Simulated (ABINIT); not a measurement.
System: corundum-type Al₂O₃, space group R-3c, 10 atoms in the primitive cell.

```
Al O
1.0
     2.38025    1.37424    4.33187
    -2.38025    1.37424    4.33187
     0.00000   -2.74848    4.33187
Al O
4 6
Direct
  0.85216 0.85216 0.85216
  0.64784 0.64784 0.64784
  0.14784 0.14784 0.14784
  0.35216 0.35216 0.35216
  0.05668 0.75000 0.44332
  0.75000 0.44332 0.05668
  0.44332 0.05668 0.75000
  0.94332 0.25000 0.55668
  0.25000 0.55668 0.94332
  0.55668 0.94332 0.25000
```

Level of theory: r2SCAN, JTH PAW PBE v2.0, no spin polarisation, no spin-orbit coupling, 4×4×4 k mesh, 762 eV cutoff; code ABINIT 10.8.3 (patched build).

What will the band structure look like? The path is Γ–L–B1.

An insulator. The gap along this path is 7.10 eV and direct: both edges lie at Γ. The top valence level at Γ is a single band, not degenerate (spin aside). The next level lies only 0.06 eV lower. The direct gaps are 7.10 eV at Γ and 10.69 eV at L.

The PAW data sets were made with another functional. LDA, GGA and most meta-GGA functionals understate gaps. In reduced coordinates of the cell that was run, L is (0.5, 0, 0) and B1 is (0.5, 0.234, −0.234).

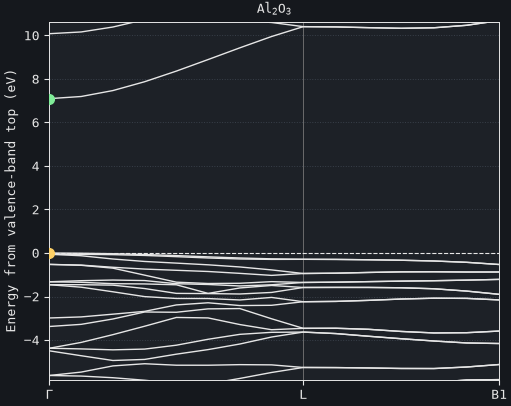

Band structure. Energies are counted from the top of the valence band.
